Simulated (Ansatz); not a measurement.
A series of calculations on Be16C

## 1. Relaxation

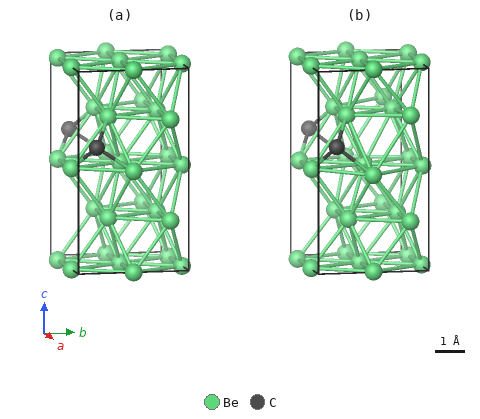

The structure of a defect cell of composition Be16C before (left) and after (right) a relaxation, at one scale.

A ball-and-stick model of the cell of the calculation (origin shifted), seen slightly off an axis.

It is an interstitial C in hcp Be. The run prepares the start of a later molecular dynamics calculation, from a guessed geometry.

These are results of DFT PBE, scalar-relativistic, plane waves, PAW (Ansatz), not measurements. (plane-wave cutoff 420 eV; k-point mesh 2 × 3 × 2; occupations fermi dirac; smearing width 0.1 eV; no spin polarisation; atoms relaxed in a fixed cell; force threshold 0.08 eV/Å; at most 25 steps)

What changed between the two?

The energy falls by 0.721 eV per cell of the calculation in 5 geometry steps. The largest force component goes from 1.6 to 0.042 eV/Å. The largest move is that of a Be atom, 0.16 Å roughly along [0 3 −1]. Largest moves by element: Be 0.16 Å, C 0.02 Å. The cell doesn't change. Among the contacts that change: Be–Be 2.229 → 2.478 Å, Be–Be 2.229 → 2.435 Å, Be–Be 2.290 → 2.488 Å, Be–Be 2.290 → 2.092 Å. Among the angles between lasting bonds that change: Be–C–Be 92.7° → 86.7°, Be–C–Be 91.9° → 86.7°, Be–C–Be 90.6° → 95.7°.

Limits of the set-up: the k-point mesh is coarse for a cell with partly filled bands; the program's low-accuracy preset was used; the periodic images lie only 4.0 Å apart, so the values are limited by the cell's size.

## 2. Dynamics

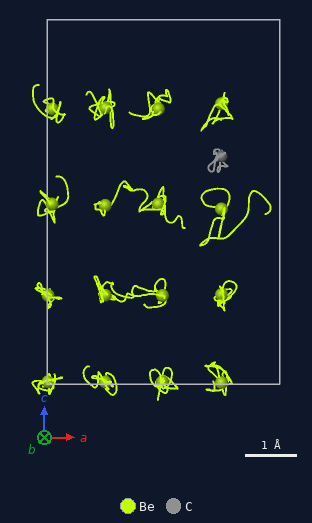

A Born-Oppenheimer molecular dynamics run of Be with an interstitial C (17 atoms in the cell), 300 fs long. Lines trace each atom's path, in the colour of its element; spheres stand at the starting positions. Seen along the b axis in the simulation cell.

Theory: DFT PBE, scalar-relativistic, plane waves, PAW (Ansatz 0.2.0). Settings: plane-wave cutoff 420 eV; k-point mesh 2 × 3 × 2; Fermi-Dirac smearing 0.1 eV; low-accuracy preset; Langevin thermostat (NVT); set temperature 1500 K; time step 1 fs; friction 0.01 per fs.

Input
```yaml
accuracy: low
crystal:
  lattice:
    - [-2.29, -3.966396, 0.0]
    - [3.435, -1.983198, 0.0]
    - [0.0, 0.0, 7.17686]
  atoms:
    - { symbol: Be, position: [0.75022099, 0.49915818, 0.00411745] }
    - { symbol: Be, position: [0.49594675, 0.33599879, 0.24338152] }
    - { symbol: Be, position: [0.75008966, 0.49505682, 0.48062841] }
    - { symbol: Be, position: [0.47856245, 0.32372943, 0.75508876] }
    - { symbol: Be, position: [0.49609703, -0.00205033, 0.00642853] }
    - { symbol: Be, position: [0.25022739, 0.83677905, 0.24385026] }
    - { symbol: Be, position: [0.47842825, 0.00951674, 0.49419554] }
    - { symbol: Be, position: [0.25009223, 0.79664214, 0.7586101] }
    - { symbol: Be, position: [0.25023582, 0.49788172, 0.00583965] }
    - { symbol: Be, position: [0.00442447, 0.33613276, 0.24340627] }
    - { symbol: Be, position: [0.25011553, 0.53748978, 0.49057523] }
    - { symbol: Be, position: [0.02178617, 0.32377846, 0.75510646] }
    - { symbol: Be, position: [0.00427611, -0.00211212, 0.00640575] }
    - { symbol: Be, position: [0.75023275, 0.83255294, 0.24581129] }
    - { symbol: Be, position: [0.02196293, 0.00957761, 0.4941754] }
    - { symbol: Be, position: [0.75010199, 0.83674779, 0.76974515] }
    - { symbol: C, position: [0.75020329, 0.16537873, 0.62487563] }
basis:
  ecutwfc: 420.0
kpoints:
  mp_grid: { grid: [2, 3, 2] }
hamiltonian:
  xc: pbe
scf:
  occupations: { method: fermi_dirac, width: 0.1 }
  lower_state_search: "off"
md:
  timestep: 1
  n_steps: 300
  ensemble: nvt_langevin
  temperature: 1500.0
  initial_velocities: maxwell_boltzmann
  seed: 804742
  friction: 0.01
```

Launched with:
```bash
ansatz run input.yaml --threads 1 --pin off --max-ram 3072MiB --backend cpu --events-out ev --progress --plain --runs-dir out
```

Question: How do the atoms move?

Answer: In the second half of the run the atoms are, in the root-mean-square, this far from where they began (common drift taken out): C 0.59 Å, Be 0.41 Å. Against the typical shortest distance between atoms in the first frame, about 2.1 Å these are large excursions, but over 300 fs one can't yet tell strong vibration from the start of diffusion. The mean temperature in the second half is 1445 K (standard deviation 358 K). The potential energy in the second half lies on average 191 meV per atom above the first frame.

Limits of the set-up: the k-point mesh is coarse for a cell with partly filled bands; the program's low-accuracy preset was used; the periodic images lie only 4.0 Å apart, so the values are limited by the cell's size.

The run took 9.8 min on 1 thread of Arm Neoverse V1, with other jobs on the host, peak memory 0.33 GiB.

## 3. Dynamics

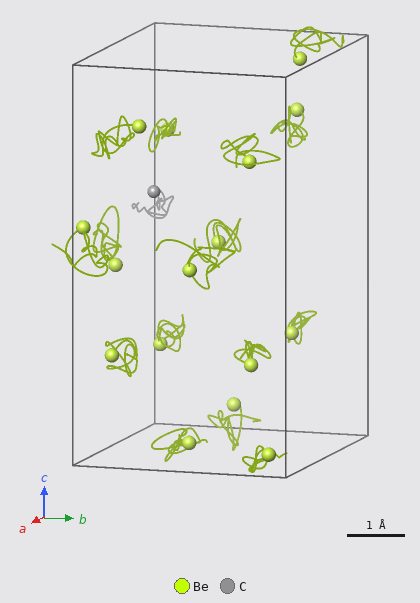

A Born-Oppenheimer molecular dynamics run of Be with an interstitial C (17 atoms in the cell), 300 fs long. It starts from the last geometry of an earlier run, with fresh velocities. Lines trace each atom's path, in the colour of its element; spheres stand at the starting positions. Seen slightly off an axis in the simulation cell.

Computed with DFT PBE, scalar-relativistic, plane waves, PAW (Ansatz). Set-up: plane-wave cutoff 420 eV; k-point mesh 2 × 3 × 2; Fermi-Dirac smearing 0.1 eV; low-accuracy preset; Nosé-Hoover thermostat (NVT); set temperature 2100 K; time step 1 fs; thermostat time 200.0 fs.

Q: Describe the motion.

A: In the second half of the run the atoms are, in the root-mean-square, this far from where they began (common drift taken out): Be 0.52 Å, C 0.44 Å. Against the typical shortest distance between atoms in the first frame, about 1.9 Å these are large excursions, but over 300 fs one can't yet tell strong vibration from the start of diffusion. The mean temperature in the second half is 2077 K (standard deviation 172 K). The potential energy in the second half lies on average 1.5 meV per atom above the first frame. The conserved quantity stays between −0.48 and 0.36 meV per atom of its start. A straight-line fit has a slope that amounts to +0.023 meV per atom over 300 fs (under 0.1 % of the mean kinetic energy), and the ripple about it is 0.5 % of the kinetic energy's fluctuation. With a drift under 2 % and a ripple under 7 %, the integration is accurate.

Limits of the set-up: the k-point mesh is coarse for a cell with partly filled bands; the program's low-accuracy preset was used; the periodic images lie only 4.0 Å apart, so the values are limited by the cell's size.
